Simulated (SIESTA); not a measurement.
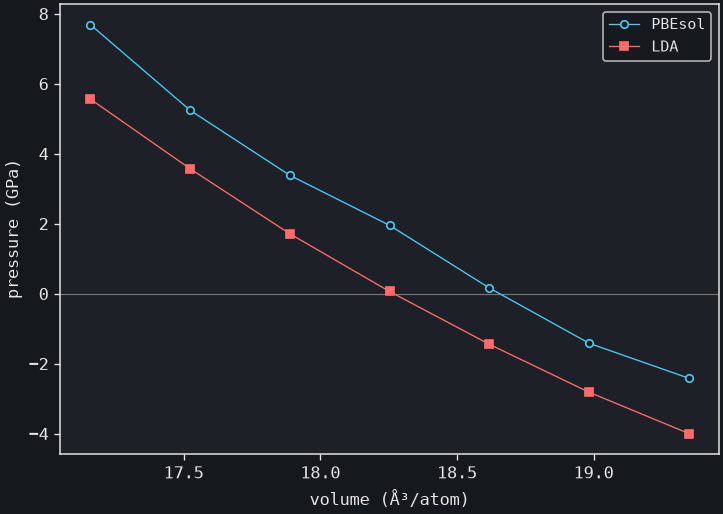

Computed with SIESTA 5.4.2: DFT in numerical atomic orbitals with pseudopotentials, no spin polarisation; energies at scaled volumes of the given cell, shape and fractions fixed, counted from the fit's minimum, third-order Birch-Murnaghan fit. All runs: no spin polarisation.

| setting | value |
| --- | --- |
| k mesh | 10×10×6 |
| occupations | Fermi–Dirac |
| smearing width | 0.05 eV |
| potentials | PseudoDojo 0.4 standard, converted to PSML, two zetas on semicore shells |

Caption: Pressure against volume, with one curve for each functional, for Ge (space group Cmcm).

The fitted equilibrium volumes, smallest first, are LDA 18.265, PBEsol 18.657 Å³/atom. The fitted bulk moduli, smallest first, are PBEsol 77.1, LDA 78.8 GPa. For PBEsol, the pressure falls from 7.69 GPa at volume 17.16 Å³/atom to −2.42 GPa at 19.35 Å³/atom, and changes sign near 18.66 Å³/atom. For LDA, the pressure falls from 5.56 GPa at volume 17.16 Å³/atom to −4.00 GPa at 19.35 Å³/atom, and changes sign near 18.27 Å³/atom.

Keep in mind: mulliken charges of long orbitals; shape and atomic fractions are frozen while scaling, which makes layered, chain and framework solids too stiff.
